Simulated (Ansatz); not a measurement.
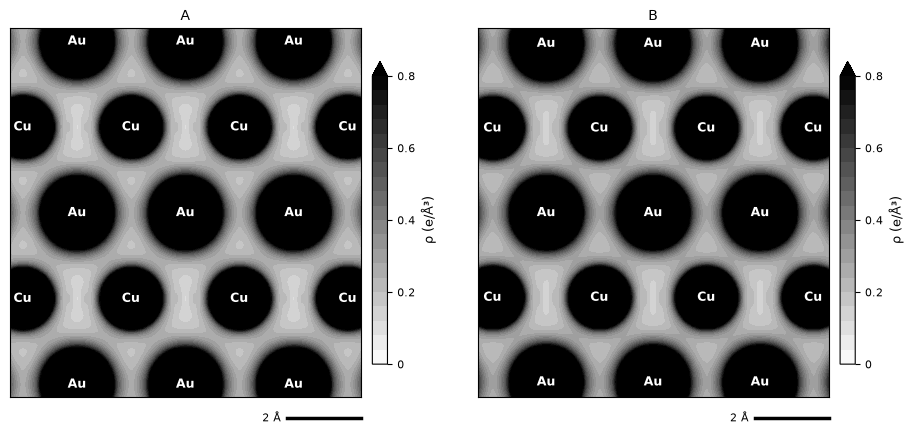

CuAu. The valence pseudo-density of two cells that differ in size, on the (11̄0) plane of each (indices in the axes of the calculation cell), at one length scale and on one colour scale; one has 15.4 and the other 16.0 Å³ an atom.

All numbers below come from Ansatz, Kohn-Sham DFT of a periodic cell, LDA, Ansatz PAW.

In a PAW calculation such maps are meaningful between the atoms, not at the nuclei.

The larger cell:

```cif
data_structure
_symmetry_space_group_name_H-M 'P 1'
_symmetry_Int_Tables_number 1
_cell_length_a 2.9241
_cell_length_b 4.6309
_cell_length_c 2.9241
_cell_angle_alpha 108.404
_cell_angle_beta 60.000
_cell_angle_gamma 108.404
_cell_volume 31.93
loop_
_atom_site_label
_atom_site_type_symbol
_atom_site_fract_x
_atom_site_fract_y
_atom_site_fract_z
_atom_site_occupancy
Au1 Au 0.00000 0.00000 0.00000 1
Cu1 Cu 0.50000 0.50000 0.50000 1
```

The smaller cell: a = 2.886 Å, b = 4.571 Å, c = 2.886 Å, α = 108.40°, β = 60.00°, γ = 108.40°.

Question: Which is the denser cell? Describe the effect of the change.

Answer: Panel B is the smaller cell, by 4 % in volume. From the larger cell to the smaller, Cu–Cu goes from 2.92 to 2.89 Å, and the density at its midpoint from 0.11 to 0.13 e/Å³; Au–Au goes from 2.92 to 2.89 Å, and the density at its midpoint from 0.26 to 0.28 e/Å³; Cu–Au goes from 2.74 to 2.70 Å, and the density at its midpoint from 0.28 to 0.3 e/Å³; the pressure goes from −17 to −13 GPa.
